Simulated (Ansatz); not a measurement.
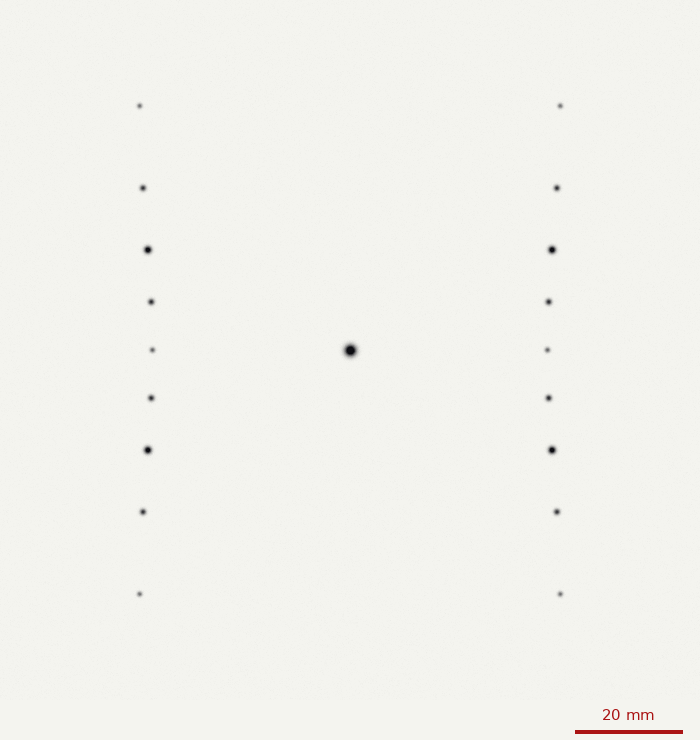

Simulated X-ray rotation photograph: Cu Kα radiation (λ = 1.5418 Å), cylindrical film of radius 57.3 mm unrolled, rotation axis vertical and normal to the beam, kinematic intensities without Lorentz or polarisation factors, the film spanning ±63° about the beam; spots down to d = 1.73 Å.

Q: What lattice repeat along the rotation axis do the layer lines give?

A: The first layer line lies 9.1 mm from the equator, so tan ν = 0.158, sin ν = 0.156 and the period is λ/sin ν = 9.85 Å. Further lines follow at 18.9, 30.5, 46.0 mm.

The crystal is W, space group P6_3/mmc (No. 194), a = 2.79 Å, c = 9.85 Å (hexagonal axes). Structure: the geometry relaxed with DFT, revPBE, plane waves (420 eV) with PAW, scalar-relativistic in Ansatz; the starting structure was generated, so it need not be a known form of this composition.

Q: About which axis was it rotated?

A: About [001], whose length in the conventional cell is 9.854 Å. The period alone comes close to that of [101] as well.
